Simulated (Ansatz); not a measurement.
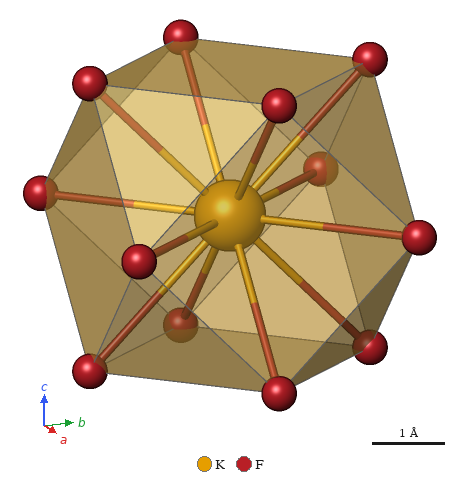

Coordination of K in KZnF3 (Pm-3m). The shape measure S (0 to 100) is the computed least-squares distance from an ideal polyhedron; S = 0 means ideal. Origin: coordinates from a relaxation with DFT PBE, scalar-relativistic, plane waves, PAW in Ansatz.

### Name the coordination polyhedron and say how regular it is.

KF12: an essentially ideal cuboctahedron (coordination number 12, S = 0.00; next best icosahedron, S = 5.3).

### Does the central atom sit at the centroid of its ligands?

Yes, to within 0.01 Å; the site symmetry is m-3m.

### How long are the bonds?

12 × K–F 2.92 Å. The next neighbour, not counted, lies at 3.57 Å.
